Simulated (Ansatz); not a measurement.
# Geometry relaxation of PtSe2 (part 3 of 3)

Continued. System: PtSe2 (slab, 12 atoms in the cell). Method: DFT PBE, scalar-relativistic, plane waves, PAW (Ansatz 0.2.0); cutoff 420 eV, 12×12×1 k-mesh, Gaussian smearing of 0.1 eV. The structure derives from an entry of the Crystallography Open Database. The run did not end well.

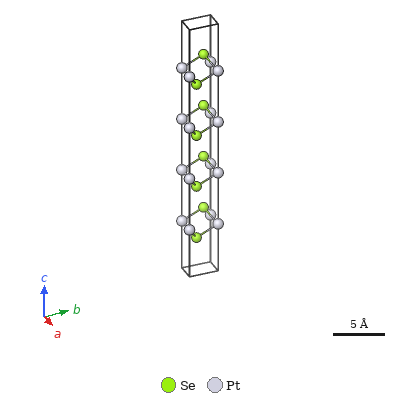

Fig. 1: The geometry at step 4 of the log (ball-and-stick view of the cell of the calculation, with the vacuum cut short, seen slightly off an axis).

### Output, continued
```
  k-point 0: bands = ["-104.1444", "-104.1443", "-104.1197", "-104.1197", "-58.3763", "-58.3763", "-58.3763", "-58.3763", "-58.3514", "-58.3514", "-58.3514", "-58.3514", "-58.2923", "-58.2923", "-58.2640", "-58.2640", "-53.1391", "-53.1391", "-53.1391", "-53.1391", "-53.1253", "-53.1253", "-53.1253", "-53.1253", "-53.1212", "-53.1212", "-53.1212", "-53.1212", "-53.1122", "-53.1122", "-53.1119", "-53.1119", "-53.1015", "-53.1014", "-53.0968", "-53.0968", "-53.0968", "-53.0968", "-53.0917", "-53.0917", "-53.0917", "-53.0917", "-53.0861", "-53.0861", "-53.0805", "-53.0805", "-53.0583", "-53.0583", "-53.0583", "-53.0583", "-53.0230", "-53.0230", "-53.0230", "-53.0230", "-53.0098", "-53.0098", "-19.8067", "-19.7167", "-19.6408", "-19.5918", "-18.1102", "-17.9498", "-17.8214", "-17.7213", "-11.1679", "-10.8845", "-10.8091", "-10.8091", "-10.7985", "-10.7985", "-10.7645", "-10.7645", "-10.7644", "-10.7644", "-10.5899", "-10.3229", "-8.5441", "-8.5441", "-8.5386", "-8.5386", "-8.5090", "-8.5090", "-8.5090", "-8.5090", "-7.2615", "-7.1978", "-7.1951", "-6.7955", "-6.7562", "-6.2143", "-5.9241", "-5.9241", "-5.8513", "-5.8513", "-5.7933", "-5.7933", "-5.7659", "-5.7659", "-5.6784", "-5.1354", "-3.0301", "-3.0301", "-2.9062", "-2.9062", "-2.8047", "-2.8047", "-2.7277", "-2.7277", "-1.1179", "-0.9965", "-0.5599", "-0.5502", "-0.2940", "-0.2773", "-0.1119", "0.0489", "0.3114", "0.6246", "1.1579", "1.1956"]
  k-point 1: bands = ["-104.1443", "-104.1443", "-104.1196", "-104.1196", "-58.3769", "-58.3769", "-58.3765", "-58.3765", "-58.3520", "-58.3520", "-58.3516", "-58.3516", "-58.2922", "-58.2922", "-58.2640", "-58.2640", "-53.1391", "-53.1391", "-53.1391", "-53.1391", "-53.1253", "-53.1253", "-53.1252", "-53.1252", "-53.1212", "-53.1212", "-53.1211", "-53.1211", "-53.1122", "-53.1122", "-53.1119", "-53.1118", "-53.1015", "-53.1014", "-53.0969", "-53.0969", "-53.0968", "-53.0968", "-53.0918", "-53.0918", "-53.0917", "-53.0917", "-53.0861", "-53.0861", "-53.0805", "-53.0805", "-53.0583", "-53.0583", "-53.0583", "-53.0583", "-53.0231", "-53.0231", "-53.0230", "-53.0230", "-53.0098", "-53.0098", "-19.7347", "-19.6452", "-19.5696", "-19.5210", "-18.1089", "-17.9540", "-17.8310", "-17.7367", "-11.1018", "-10.9129", "-10.8556", "-10.7718", "-10.7654", "-10.7625", "-10.7527", "-10.7194", "-10.7191", "-10.7004", "-10.4891", "-10.2601", "-8.6528", "-8.6397", "-8.6114", "-8.6111", "-8.6034", "-8.5928", "-8.5643", "-8.5641", "-7.3511", "-7.3131", "-7.2566", "-7.1268", "-6.8729", "-6.4775", "-6.1472", "-5.9267", "-5.8855", "-5.8673", "-5.8514", "-5.7905", "-5.7589", "-5.5250", "-5.3312", "-5.0369", "-3.4639", "-3.3714", "-3.2775", "-3.1943", "-3.1538", "-3.0182", "-2.9061", "-2.8188", "-0.7989", "-0.7465", "-0.2582", "-0.0643", "0.1088", "0.1211", "0.2910", "0.3130", "0.4659", "0.7114", "1.2098", "1.2308"]
  k-point 2: bands = ["-104.1443", "-104.1443", "-104.1196", "-104.1196", "-58.3784", "-58.3784", "-58.3769", "-58.3769", "-58.3535", "-58.3535", "-58.3520", "-58.3520", "-58.2921", "-58.2921", "-58.2639", "-58.2639", "-53.1391", "-53.1391", "-53.1390", "-53.1390", "-53.1253", "-53.1253", "-53.1252", "-53.1252", "-53.1212", "-53.1212", "-53.1211", "-53.1211", "-53.1122", "-53.1121", "-53.1119", "-53.1118", "-53.1014", "-53.1014", "-53.0970", "-53.0970", "-53.0968", "-53.0968", "-53.0918", "-53.0918", "-53.0917", "-53.0917", "-53.0860", "-53.0860", "-53.0804", "-53.0804", "-53.0583", "-53.0583", "-53.0582", "-53.0582", "-53.0231", "-53.0231", "-53.0230", "-53.0230", "-53.0098", "-53.0098", "-19.5273", "-19.4398", "-19.3656", "-19.3181", "-18.1064", "-17.9668", "-17.8589", "-17.7806", "-10.9877", "-10.9191", "-10.8985", "-10.7322", "-10.6773", "-10.6479", "-10.6302", "-10.5981", "-10.5973", "-10.4780", "-10.2832", "-10.1229", "-9.0517", "-9.0119", "-8.9806", "-8.9754", "-8.7278", "-8.7076", "-8.6795", "-8.6784", "-7.7345", "-7.6937", "-7.6472", "-7.6294", "-6.6167", "-6.4231", "-6.3456", "-6.0123", "-5.9367", "-5.9302", "-5.9302", "-5.8622", "-5.8208", "-5.4650", "-5.3650", "-5.1098", "-4.0886", "-4.0732", "-4.0059", "-3.8210", "-3.3724", "-3.2190", "-3.0904", "-2.9867", "-0.2543", "-0.2515", "0.0830", "0.2822", "0.4483", "0.5412", "0.5969", "0.8040", "0.9790", "1.1621", "1.4284", "1.4664"]
  k-point 18: bands = ["-104.1442", "-104.1442", "-104.1195", "-104.1195", "-58.3824", "-58.3824", "-58.3824", "-58.3824", "-58.3574", "-58.3574", "-58.3574", "-58.3574", "-58.2916", "-58.2916", "-58.2633", "-58.2633", "-53.1391", "-53.1391", "-53.1389", "-53.1388", "-53.1254", "-53.1254", "-53.1250", "-53.1250", "-53.1212", "-53.1212", "-53.1209", "-53.1209", "-53.1126", "-53.1121", "-53.1116", "-53.1116", "-53.1013", "-53.1013", "-53.0971", "-53.0971", "-53.0966", "-53.0966", "-53.0920", "-53.0920", "-53.0914", "-53.0914", "-53.0859", "-53.0859", "-53.0803", "-53.0803", "-53.0583", "-53.0583", "-53.0580", "-53.0580", "-53.0233", "-53.0233", "-53.0228", "-53.0228", "-53.0096", "-53.0096", "-18.1272", "-18.1272", "-18.1084", "-18.1084", "-18.1033", "-18.1033", "-18.0269", "-18.0269", "-11.0837", "-10.9894", "-10.9099", "-10.8551", "-10.6307", "-10.6307", "-10.5631", "-10.5631", "-10.5164", "-10.5164", "-10.4601", "-10.4601", "-9.1943", "-9.1943", "-9.1444", "-9.1444", "-9.1041", "-9.1041", "-9.0853", "-9.0853", "-8.2717", "-8.2520", "-8.2443", "-8.2088", "-8.1839", "-7.9915", "-7.8010", "-7.6357", "-6.9412", "-6.9412", "-6.8162", "-6.8162", "-6.6894", "-6.6894", "-6.5843", "-6.5843", "-4.4287", "-4.4287", "-4.1018", "-4.1018", "-3.7462", "-3.7462", "-3.4052", "-3.4052", "-0.3689", "0.0511", "0.5507", "1.0276", "2.1623", "2.1623", "2.5175", "2.5175", "2.7397", "2.8159", "2.8667", "3.0692"]
  the weakly bound empty levels are not read free of the cell's end (walk_step)
End of that report.
Error: this geometry's ions and any external_charges that add to its thickness leave 10.23 Å inside the cut of a slab, less than keeps its energies, forces and levels apart from the length of the vector that does not repeat. The run stands on 60.1 Å: of a walk, start a new run from the last geometry that it wrote, on the cell written with it and without its state (checkpoint.read): that run sets the vector longer where half of it is under 11.4 Å longer than that thickness; else type it 63.5 Å high, and each fraction along it times the written length over the new; of a band, list its images (neb.initial_path)
```

### Trajectory as extended XYZ (Å, eV, eV/Å), 7 frames, from step=1 to step=7
```
12
Lattice="3.7541 0.0000 0.0000 -1.8770 3.2511 0.0000 0.0000 0.0000 60.0613" Properties=species:S:1:pos:R:3:forces:R:3 step=1 energy=-93849.13870
Se    1.8770    1.0837   21.4135    0.0000   0.0000  -0.1160
Pt    0.0000    0.0000   22.7245    0.0000   0.0000  -0.1219
Se    0.0000    2.1674   24.0024    0.0000   0.0000  -0.0657
Se    1.8770    1.0837   26.3109    0.0000   0.0000   0.0132
Pt    0.0000    0.0000   27.6001    0.0000   0.0000  -0.0049
Se    0.0000    2.1674   28.8895    0.0000   0.0000  -0.0240
Se    1.8770    1.0837   31.1719    0.0000   0.0000   0.0240
Pt    0.0000    0.0000   32.4612    0.0000   0.0000   0.0049
Se    0.0000    2.1674   33.7504    0.0000   0.0000  -0.0132
Se    1.8770    1.0837   36.0589    0.0000   0.0000   0.0657
Pt    0.0000    0.0000   37.3368    0.0000   0.0000   0.1219
Se    0.0000    2.1674   38.6479    0.0000   0.0000   0.1160
12
Lattice="3.8365 0.0000 0.0000 -1.9182 3.3225 0.0000 0.0000 0.0000 60.0613" Properties=species:S:1:pos:R:3:forces:R:3 step=2 energy=-93849.23812
Se    1.9182    1.1075   21.3047    0.0000   0.0000  -0.0699
Pt    0.0000    0.0000   22.5708    0.0000   0.0000  -0.0923
Se    0.0000    2.2150   23.8092    0.0000   0.0000   0.0692
Se    1.9182    1.1075   26.3389    0.0000   0.0000  -0.1618
Pt    0.0000    0.0000   27.5822    0.0000   0.0000  -0.0070
Se    0.0000    2.2150   28.8248    0.0000   0.0000   0.1173
Se    1.9182    1.1075   31.2366    0.0000   0.0000  -0.1173
Pt    0.0000    0.0000   32.4791    0.0000   0.0000   0.0070
Se    0.0000    2.2150   33.7224    0.0000   0.0000   0.1618
Se    1.9182    1.1075   36.2521    0.0000   0.0000  -0.0692
Pt    0.0000    0.0000   37.4905    0.0000   0.0000   0.0923
Se    0.0000    2.2150   38.7566    0.0000   0.0000   0.0699
12
Lattice="3.7982 0.0000 0.0000 -1.8991 3.2893 0.0000 0.0000 0.0000 60.0613" Properties=species:S:1:pos:R:3:forces:R:3 step=3 energy=-93849.31436
Se    1.8991    1.0964   21.1123    0.0000   0.0000  -0.0479
Pt    0.0000    0.0000   22.4012    0.0000   0.0000  -0.0704
Se    0.0000    2.1929   23.6640    0.0000   0.0000   0.0271
Se    1.8991    1.0964   26.2600    0.0000   0.0000  -0.0792
Pt    0.0000    0.0000   27.5319    0.0000   0.0000   0.0036
Se    0.0000    2.1929   28.8031    0.0000   0.0000   0.0243
Se    1.8991    1.0964   31.2583    0.0000   0.0000  -0.0243
Pt    0.0000    0.0000   32.5294    0.0000   0.0000  -0.0036
Se    0.0000    2.1929   33.8014    0.0000   0.0000   0.0792
Se    1.8991    1.0964   36.3974    0.0000   0.0000  -0.0271
Pt    0.0000    0.0000   37.6602    0.0000   0.0000   0.0704
Se    0.0000    2.1929   38.9490    0.0000   0.0000   0.0479
12
Lattice="3.7813 0.0000 0.0000 -1.8907 3.2747 0.0000 0.0000 0.0000 60.0613" Properties=species:S:1:pos:R:3:forces:R:3 step=4 energy=-93849.35372
Se    1.8907    1.0916   20.9150    0.0000   0.0000  -0.0156
Pt    0.0000    0.0000   22.2149    0.0000   0.0000  -0.0325
Se    0.0000    2.1831   23.4940    0.0000   0.0000  -0.0404
Se    1.8907    1.0916   26.1441    0.0000   0.0000   0.0271
Pt    0.0000    0.0000   27.4344    0.0000   0.0000  -0.0167
Se    0.0000    2.1831   28.7215    0.0000   0.0000  -0.0128
Se    1.8907    1.0916   31.3398    0.0000   0.0000   0.0128
Pt    0.0000    0.0000   32.6269    0.0000   0.0000   0.0167
Se    0.0000    2.1831   33.9173    0.0000   0.0000  -0.0271
Se    1.8907    1.0916   36.5673    0.0000   0.0000   0.0404
Pt    0.0000    0.0000   37.8464    0.0000   0.0000   0.0325
Se    0.0000    2.1831   39.1463    0.0000   0.0000   0.0156
12
Lattice="3.7725 0.0000 0.0000 -1.8862 3.2671 0.0000 0.0000 0.0000 60.0613" Properties=species:S:1:pos:R:3:forces:R:3 step=5 energy=-93849.38123
Se    1.8862    1.0890   20.7154    0.0000   0.0000  -0.0086
Pt    0.0000    0.0000   22.0187    0.0000   0.0000  -0.0282
Se    0.0000    2.1780   23.3045    0.0000   0.0000  -0.0250
Se    1.8862    1.0890   26.1195    0.0000   0.0000   0.0157
Pt    0.0000    0.0000   27.4159    0.0000   0.0000   0.0095
Se    0.0000    2.1780   28.7104    0.0000   0.0000  -0.0602
Se    1.8862    1.0890   31.3510    0.0000   0.0000   0.0602
Pt    0.0000    0.0000   32.6455    0.0000   0.0000  -0.0095
Se    0.0000    2.1780   33.9419    0.0000   0.0000  -0.0157
Se    1.8862    1.0890   36.7569    0.0000   0.0000   0.0250
Pt    0.0000    0.0000   38.0426    0.0000   0.0000   0.0282
Se    0.0000    2.1780   39.3459    0.0000   0.0000   0.0086
12
Lattice="3.7713 0.0000 0.0000 -1.8857 3.2660 0.0000 0.0000 0.0000 60.0613" Properties=species:S:1:pos:R:3:forces:R:3 step=6 energy=-93849.40752
Se    1.8857    1.0887   20.5196    0.0000   0.0000  -0.0187
Pt    0.0000    0.0000   21.8209    0.0000   0.0000  -0.0061
Se    0.0000    2.1774   23.1094    0.0000   0.0000  -0.0266
Se    1.8857    1.0887   26.0222    0.0000   0.0000   0.0091
Pt    0.0000    0.0000   27.3182    0.0000   0.0000  -0.0242
Se    0.0000    2.1774   28.6097    0.0000   0.0000   0.0056
Se    1.8857    1.0887   31.4517    0.0000   0.0000  -0.0056
Pt    0.0000    0.0000   32.7431    0.0000   0.0000   0.0242
Se    0.0000    2.1774   34.0391    0.0000   0.0000  -0.0091
Se    1.8857    1.0887   36.9519    0.0000   0.0000   0.0266
Pt    0.0000    0.0000   38.2405    0.0000   0.0000   0.0061
Se    0.0000    2.1774   39.5418    0.0000   0.0000   0.0187
12
Lattice="3.7665 0.0000 0.0000 -1.8833 3.2619 0.0000 0.0000 0.0000 60.0613" Properties=species:S:1:pos:R:3:forces:R:3 step=7 energy=-93849.42588
Se    1.8833    1.0873   20.3257    0.0000   0.0000  -0.0161
Pt    0.0000    0.0000   21.6285    0.0000   0.0000  -0.0072
Se    0.0000    2.1746   22.9205    0.0000   0.0000  -0.0158
Se    1.8833    1.0873   25.9630    0.0000   0.0000  -0.0020
Pt    0.0000    0.0000   27.2609    0.0000   0.0000  -0.0074
Se    0.0000    2.1746   28.5562    0.0000   0.0000  -0.0013
Se    1.8833    1.0873   31.5051    0.0000   0.0000   0.0013
Pt    0.0000    0.0000   32.8004    0.0000   0.0000   0.0074
Se    0.0000    2.1746   34.0983    0.0000   0.0000   0.0020
Se    1.8833    1.0873   37.1408    0.0000   0.0000   0.0158
Pt    0.0000    0.0000   38.4329    0.0000   0.0000   0.0072
Se    0.0000    2.1746   39.7356    0.0000   0.0000   0.0161
```

This output came from the following input.

### Input
```yaml
crystal:
  lattice:
    - [3.7540632127, 0.0, 0.0]
    - [-1.8770316063, 3.2511141096, 0.0]
    - [0.0, 0.0, 60.0613416738]
  atoms:
    - { symbol: Se, position: [0.6666666667, 0.3333333333, 0.3565263321] }
    - { symbol: Pt, position: [0.0, 0.0, 0.3783553049] }
    - { symbol: Se, position: [0.3333333333, 0.6666666667, 0.3996315086] }
    - { symbol: Se, position: [0.6666666667, 0.3333333333, 0.4380673558] }
    - { symbol: Pt, position: [0.0, 0.0, 0.4595325872] }
    - { symbol: Se, position: [0.3333333333, 0.6666666667, 0.4809991998] }
    - { symbol: Se, position: [0.6666666667, 0.3333333333, 0.5190008002] }
    - { symbol: Pt, position: [0.0, 0.0, 0.5404674128] }
    - { symbol: Se, position: [0.3333333333, 0.6666666667, 0.5619326442] }
    - { symbol: Se, position: [0.6666666667, 0.3333333333, 0.6003684914] }
    - { symbol: Pt, position: [0.0, 0.0, 0.6216446951] }
    - { symbol: Se, position: [0.3333333333, 0.6666666667, 0.6434736679] }
  periodic: [true, true, false]
basis:
  ecutwfc: 420
kpoints:
  mp_grid: { grid: [12, 12, 1] }
hamiltonian:
  xc: pbe
scf:
  occupations: { method: gaussian, width: 0.1 }
output:
  forces: true
  stress: true
  eigenvalues: true
  write_density: true
  write_potential: true
  elf: true
  volumetric_format: npy
relax:
  adjacent_minimum: "off"
  f_tol: 0.005
  max_steps: 50
  cell: { stress_2d_tol: 0.02 }
```

Launch command:
```bash
ansatz run input.yaml --threads 8 --pin off --max-ram 22528MiB --backend cpu --events-out ev --progress --plain --runs-dir out
```

### What the run reported

| quantity | value |
| --- | --- |
| outcome | ended with an error |
| hardware | 8 threads of AMD EPYC (Zen 5), 64 GiB of memory available, shared host |
| wall time | 93 s (CPU time 11 min) |
| peak memory | 3.9 GiB |

### What went wrong

The run ended with an error: “this geometry's ions and any external_charges that add to its thickness leave 10.23 Å inside the cut of a slab, less than keeps its energies, forces and levels apart from the length of the vector that does not repeat …”
